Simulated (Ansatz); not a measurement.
Input of the run:

```
crystal:
  lattice:
    - [8.0267120225, 0.0, 0.0]
    - [-4.0133560112, 6.9513365203, 0.0]
    - [0.0, 0.0, 22.6740143265]
  atoms:
    - { symbol: As, position: [0.5, 0.0, 0.3528268037] }
    - { symbol: As, position: [0.5, 0.5, 0.3528268037] }
    - { symbol: As, position: [0.0, 0.0, 0.3528268037] }
    - { symbol: As, position: [0.0, 0.5, 0.3528268037] }
    - { symbol: Ga, position: [0.1666666667, 0.8333333333, 0.3889572768] }
    - { symbol: Ga, position: [0.1666666667, 0.3333333333, 0.3889572768] }
    - { symbol: Ga, position: [0.6666666667, 0.8333333333, 0.3889572768] }
    - { symbol: Ga, position: [0.6666666667, 0.3333333333, 0.3889572768] }
    - { symbol: As, position: [0.6592182429, 0.8198119968, 0.509834772] }
    - { symbol: As, position: [0.6743816793, 0.3432338256, 0.50362948] }
    - { symbol: As, position: [0.1649206251, 0.8315912426, 0.4972318529] }
    - { symbol: As, position: [0.1675175867, 0.3433282763, 0.5035422213] }
    - { symbol: Ga, position: [0.3237065598, 0.672774089, 0.5447491719] }
    - { symbol: Ga, position: [0.3333605612, 0.1683233323, 0.5229139108] }
    - { symbol: Ga, position: [0.8474802398, 0.6726473195, 0.544841267] }
    - { symbol: Ga, position: [0.829202306, 0.1597078287, 0.5275837116] }
basis:
  ecutwfc: 420
kpoints:
  mp_grid: { grid: [2, 2, 1] }
hamiltonian:
  xc: pbe
  dispersion: d3bj
scf:
  occupations: { method: gaussian, width: 0.05 }
output:
  forces: true
  eigenvalues: true
  write_density: true
  volumetric_format: npy
efield:
  axis: 3
  dipole_correction: true
  ramp_width: 0.04
```

Launched with:
```bash
ansatz run input.yaml --threads 4 --pin off --max-ram 10240MiB --backend cpu --events-out ev --progress --plain --runs-dir out
```

What does the potential across the slab give for the work function?

The work function is 3.47 eV at the right face and 5.31 eV at the left. The vacuum level is 1.84 eV higher at the left than at the right, so the slab carries a dipole along its normal; the ramp in the vacuum, at or near the edge of the plot, is the dipole correction that keeps each side flat. The outermost atoms are 4.4 Å apart, which leaves 18.3 Å of vacuum in a cell 22.7 Å high.

The atoms aren't at rest in this cell (largest force 1.1 eV/Å), so the relaxed material can differ.

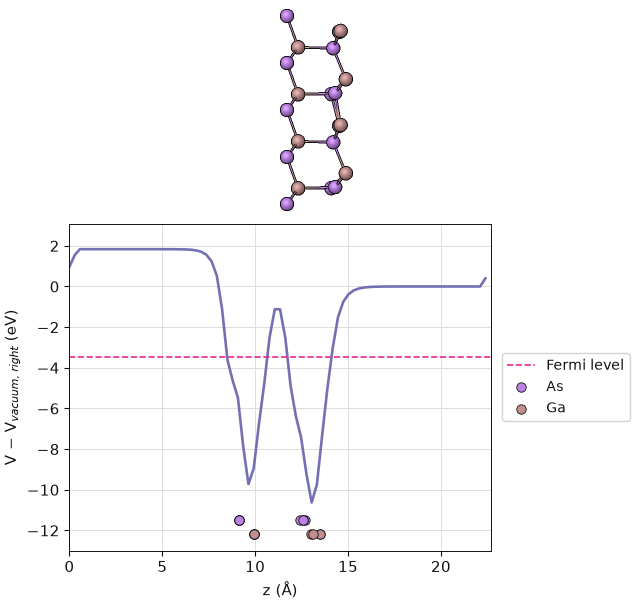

Plane-averaged electrostatic potential energy of an electron across the slab; circles at the bottom mark the heights of the atoms. The structure is drawn too.
